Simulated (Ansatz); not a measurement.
**Si3Mo (slab): density, localisation and related maps**

```cif
data_structure
_symmetry_space_group_name_H-M 'P 1'
_symmetry_Int_Tables_number 1
_cell_length_a 3.2168
_cell_length_b 3.2168
_cell_length_c 24.2130
_cell_angle_alpha 90.000
_cell_angle_beta 90.000
_cell_angle_gamma 90.000
_cell_volume 250.56
loop_
_atom_site_label
_atom_site_type_symbol
_atom_site_fract_x
_atom_site_fract_y
_atom_site_fract_z
_atom_site_occupancy
Si1 Si 0.50000 0.50000 0.30975 1
Si2 Si 0.00000 0.00000 0.36509 1
Mo1 Mo 0.50000 0.50000 0.41871 1
Si3 Si 0.00000 0.00000 0.47233 1
Si4 Si 0.50000 0.50000 0.52767 1
Mo2 Mo 0.00000 0.00000 0.58129 1
Si5 Si 0.50000 0.50000 0.63491 1
Si6 Si 0.00000 0.00000 0.69025 1
```

Not relaxed (largest force 0.4 eV/Å); computed without spin polarisation.

Method: DFT PBE, scalar-relativistic, plane waves, PAW in Ansatz 0.2.0.

The density is the valence pseudo-density of a PAW calculation; it isn't the true density close to the nuclei.

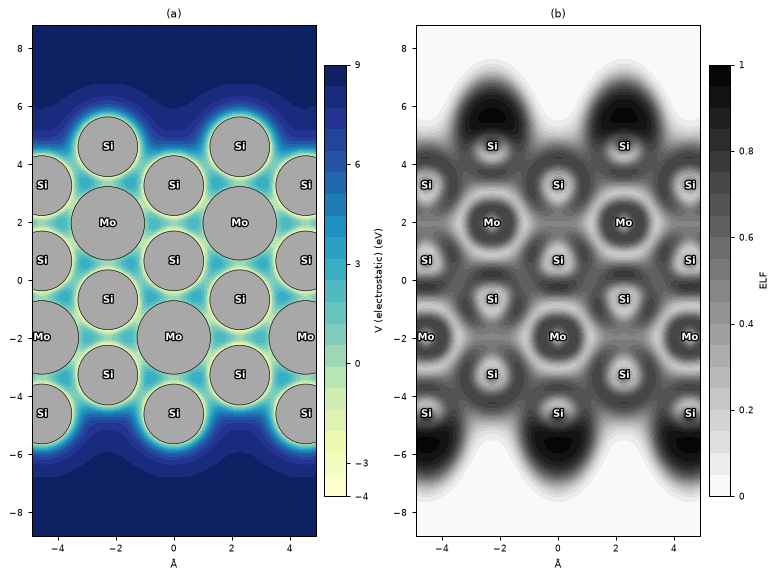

Figure 1. (a) electrostatic potential (local pseudopotential plus Hartree) felt by an electron; (b) ELF on the (110) plane of the calculation cell, a cut from vacuum to vacuum. Grey discs cover the atomic cores in the potential map.

What does the map show?

Answer.
- The section cuts through Si and Mo sites.
- Si–Mo (2.62 Å): the ELF peaks at about 0.70 in the valence shell of Si, 0.9 Å from its nucleus, and is about 0.40 at the midpoint.
- The features right at Mo lie inside the PAW spheres, where the map follows smoothed inner orbitals and isn't to be read closely.
- Outside the cores the potential energy rises away from the atoms and is highest in the vacuum; its zero is arbitrary.

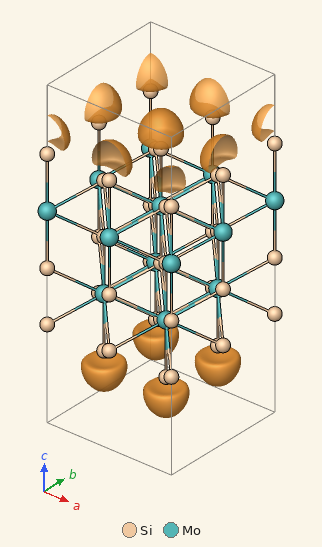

Figure 2. Isosurface of the ELF at 0.85 (orange), seen at an oblique angle. Only the valence region is drawn (cores and ρ < 0.01 e/Å³ removed). Sticks mark near contacts.

Identify the bonds, lone pairs and shells in this picture.

Answer. The ELF exceeds this value in two lobes on Si, pointing away from the bonds (lone pairs), counted in one cell of 8 atoms. Counts are for one cell; the picture repeats the cell along the surface.

Metal or insulator at this level of theory?

Answer. It is metallic or semimetallic at this level of theory: no gap opens.
